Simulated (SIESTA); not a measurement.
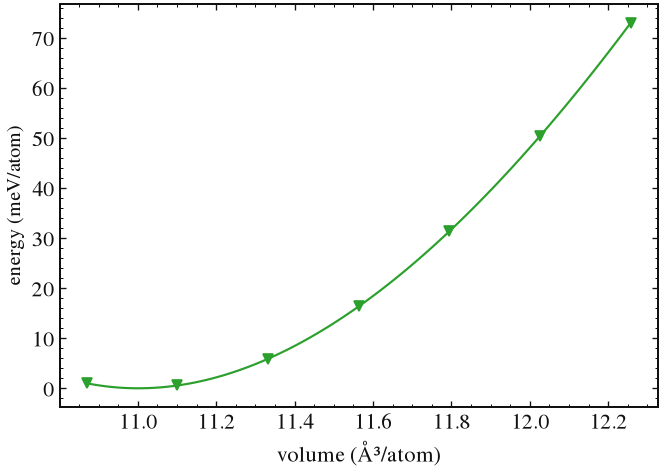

The picture above shows the energy against volume for GaN, space group P6_3mc (No. 186).

Cell as given: a = 3.212 Å, b = 3.212 Å, c = 10.357 Å, α = 90.00°, β = 90.00°, γ = 120.00°; 8 atoms.

Computed with SIESTA 5.4.2: DFT in numerical atomic orbitals with pseudopotentials, no spin polarisation; energies at scaled volumes of the given cell, shape and fractions fixed, counted from the fit's minimum, third-order Birch-Murnaghan fit. Level: LDA.

- k mesh: 8×8×2
- occupations: Fermi–Dirac
- smearing width: 0.05 eV
- potentials: PseudoDojo 0.4 standard, converted to PSML, two zetas on semicore shells
- program settings: basis DZP, mesh cutoff 800 Ry

This calculation gives: equilibrium volume 11.00 Å³/atom and bulk modulus 200 GPa.

Now the level changes from LDA to PBE. How do these quantities change?

The equilibrium volume rises from 11.00 to 11.71 Å³/atom (+6.5 %) and the bulk modulus falls from 200 to 169 GPa (−16 %). As usual, the local density approximation binds more tightly than this gradient-corrected functional.

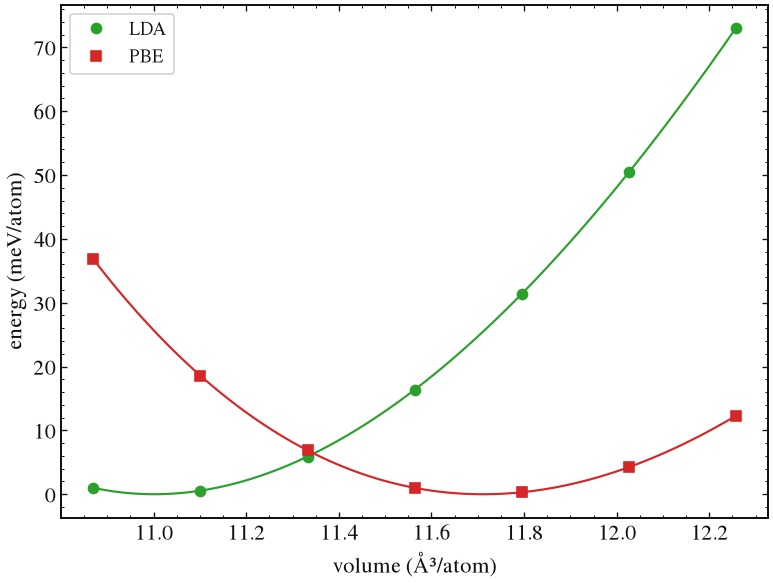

The two results together.

For both, limits of the calculation: mulliken charges of long orbitals; shape and atomic fractions are frozen while scaling, which makes layered, chain and framework solids too stiff.

V0 and the bulk modulus come from third-order Birch–Murnaghan fits.
